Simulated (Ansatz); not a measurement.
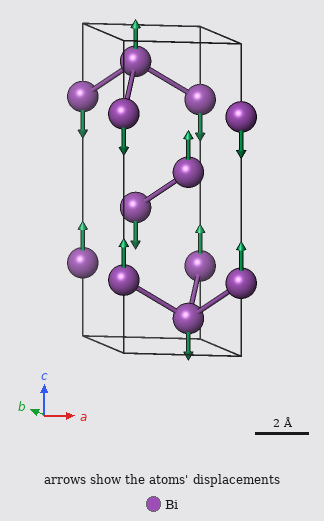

One vibrational mode of crystalline Bi at the zone centre. The green arrows give the relative displacements of the atoms. Style: ball-and-stick. Shown: the conventional cell (3 times the calculation's cell), slightly off an axis. Lengths and directions refer to the drawn axes.

The calculation used DFT PBE, scalar-relativistic, plane waves, PAW (Ansatz). Settings: plane-wave cutoff 420 eV; k-point mesh 12 × 12 × 12; occupations fermi dirac; smearing width 0.15 eV; no spin polarisation.

The frequencies depend somewhat on the k-mesh and the smearing.

> What mode is this, and where does it lie in the spectrum?

This is the A₁g mode at 2.90 THz, the highest optical level, Raman-active by symmetry. All motion is along c; atoms of one kind move against one another, with no net shift of their sublattice.
